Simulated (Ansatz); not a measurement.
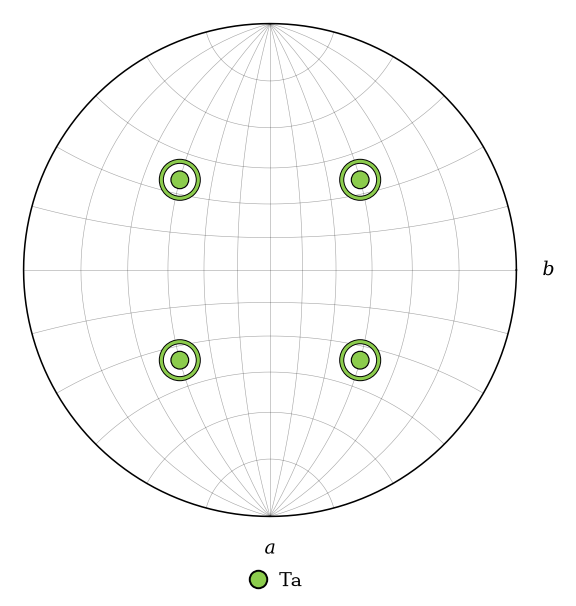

For Ta, coordinates from a relaxation with Ansatz, DFT PBEsol, scalar-relativistic, plane waves, PAW; the starting structure was generated, so it need not be a known form of this composition: directions from one tantalum atom at (0, 0, 0) to its bonded neighbours, in stereographic projection down c (filled: above the plane of the page or in it, open: below). Symmetry computed with spglib at a tolerance of 0.002 Å; standard conventional cell.

Neighbours are counted up to 3.18 Å for Ta.

```
CELL_PARAMETERS angstrom
3.28059 0.00000 0.00000
0.00000 3.28059 0.00000
0.00000 0.00000 3.28059
ATOMIC_POSITIONS crystal
Ta 0.00000 0.00000 0.00000
Ta 0.50000 0.50000 0.50000
```

**How many neighbours are there, and at what angles?**

8: 8 Ta at 2.84 Å. Angles between bonds: 71° (12×), 109° (12×), 180° (4×).

**What is the site's symmetry in the crystal?**

Point group m-3m (Oh), order 48: three fourfold axes, four threefold axes, six twofold axes, nine mirror planes, an inversion centre. In Im-3m, No. 229 this is Wyckoff position 2a.
